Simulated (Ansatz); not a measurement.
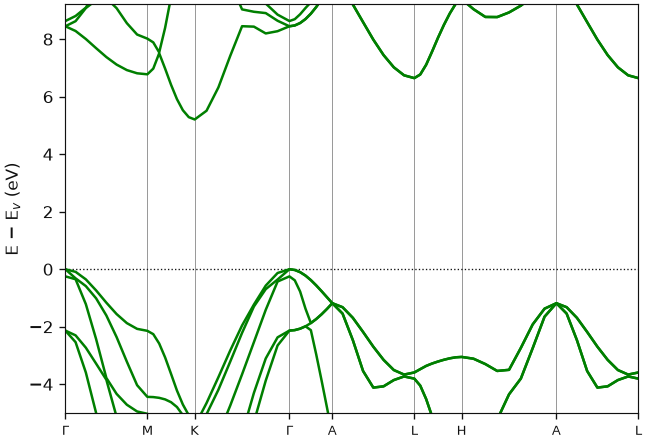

Band structure. Energies are counted from the top of the valence band. The path runs straight from each named point to the next.

Calculation on BN, space group P6_3mc, 4 atoms in the cell.

Level of theory: DFT, PBE, all-electron LAPW, scalar-relativistic, no spin polarisation, 11×11×6 k mesh; code Ansatz 0.2.0.

Q: Metal, semiconductor or insulator, and what is the gap?

A: The bands leave a gap. The gap along this path is 5.21 eV and indirect, from the valence-band top at Γ to the conduction-band bottom at K; the smallest direct gap is 8.36 eV, between Γ and M.

Q: What are the direct gaps at M, Γ and L?

A: The direct gaps are 8.92 eV at M, 8.45 eV at Γ and 10.24 eV at L.

Q: How many bands meet at the valence-band top?

A: Two bands meet at the valence-band top at Γ: it is doubly degenerate (spin aside).

The cell is at 8 GPa in this functional.
